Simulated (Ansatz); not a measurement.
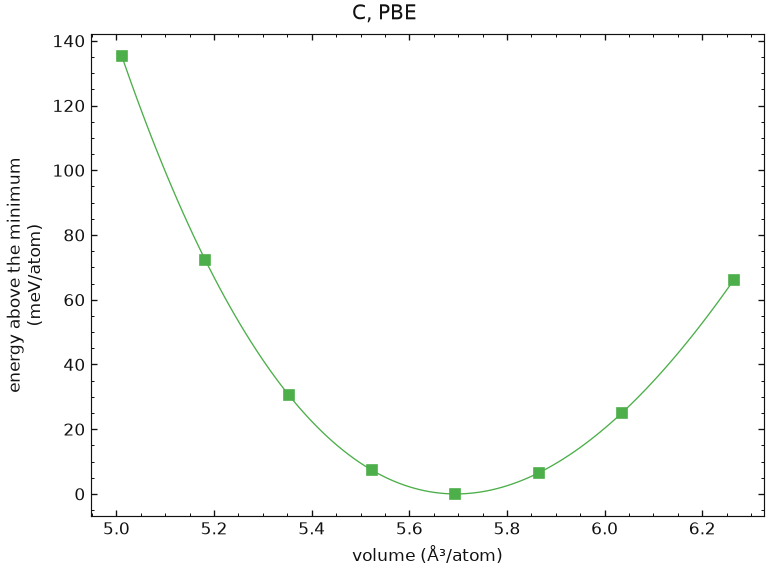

The plot gives the computed energy above the minimum against volume for C, space group Fd-3m (No. 227).

Cell as given: a = 2.525 Å, b = 2.525 Å, c = 2.525 Å, α = 60.00°, β = 60.00°, γ = 60.00°; 2 atoms.

How it was computed, with Ansatz 0.2.0: third-order Birch-Murnaghan fit to density functional energies at scaled volumes of the given relaxed cell, shape and atoms relaxed at each volume; energies count from the fitted minimum; plane waves with PAW datasets, Γ-centred k mesh. Level: PBE, no spin polarisation.

wave cutoff 420 eV; k mesh 12×12×12; occupations Gaussian; smearing width 0.02 eV.

### What equilibrium volume and bulk modulus follow from the curve?

A third-order Birch–Murnaghan fit gives V0 = 5.70 Å³/atom, B0 = 432 GPa and B′ = 3.7.

Note: far from the equilibrium volume.

The computed values:

```csv
volume (Å³/atom),energy above the minimum (meV/atom)
5.011,135.2
5.182,72.3
5.353,30.6
5.524,7.3
5.694,0.0
5.865,6.5
6.036,25.1
6.264,66.0
```
